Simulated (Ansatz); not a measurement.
The calculation's input:

```
crystal:
  lattice:
    - [0.0, 2.1255638084, 2.1255638084]
    - [2.1255638084, 0.0, 2.1255638084]
    - [2.1255638084, 2.1255638084, 0.0]
  atoms:
    - { symbol: Ge, position: [0.0, 0.0, 0.0] }
hamiltonian:
  xc: blyp
  pseudopotentials:
    kind: paw
    azcp:
      Ge: "pseudopotentials/Ge.paw.azcp"
basis:
  ecutwfc: 420
  fft_grid_basis: typed
kpoints:
  mp_grid: { grid: [14, 14, 14], shift: [0, 0, 0] }
magnetization:
  spin_polarized: false
scf:
  occupations: { method: fermi_dirac, width: 0.1 }
  lower_state_search: "off"
output:
  stress: true
  write_density: true
  write_potential: true
  elf: true
  volumetric_format: npy
```

Below, planes, directions and counts refer to the conventional cell (a = 4.25 Å, b = 4.25 Å, c = 4.25 Å, α = 90.00°, β = 90.00°, γ = 90.00°).

Space group Fm-3m; set up as Ge, fcc; a generated structure, not necessarily the stable one; changed on purpose from its base cell (volume × 0.88); computed pressure about 8 GPa in this cell.

Theory: Ansatz 0.2.0, DFT, BLYP, plane waves (420 eV) with PAW, scalar-relativistic.

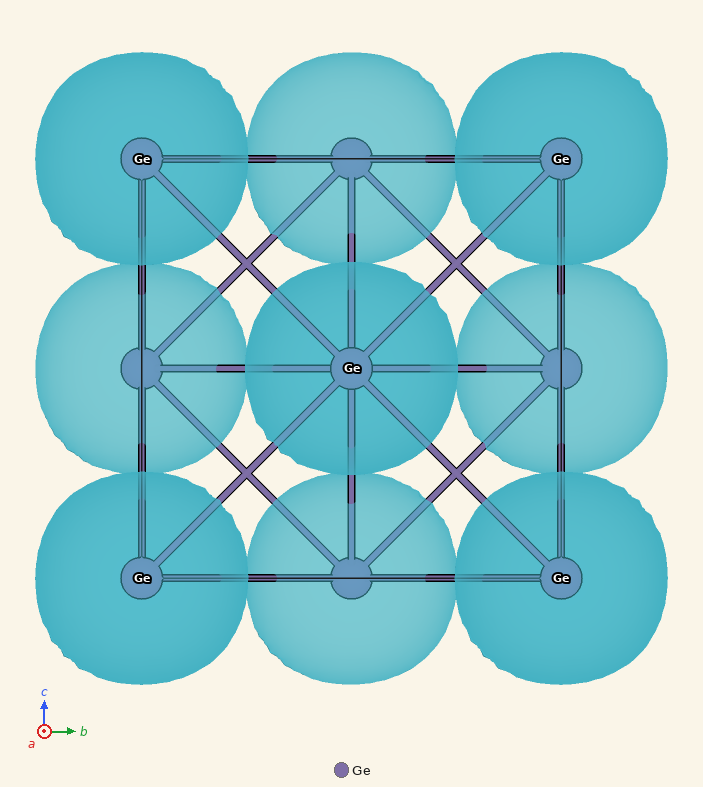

Ge. Isosurface of the valence pseudo-density at 0.3 e/Å³ (cyan), seen along the a axis. Sticks mark near contacts.

The density is the valence pseudo-density of a PAW calculation; it isn't the true density close to the nuclei.

> Which contacts does the surface bridge?

At this value the density breaks into separate islands; it holds about 85 % of the electrons treated as valence (semicore included). It bridges none of the near contacts. It is pinched off along the shortest Ge–Ge (3.01 Å) contacts. On the grid the lowest density along these lines, outside the cores, is 0.16 e/Å³ (Ge–Ge, 3.01 Å).
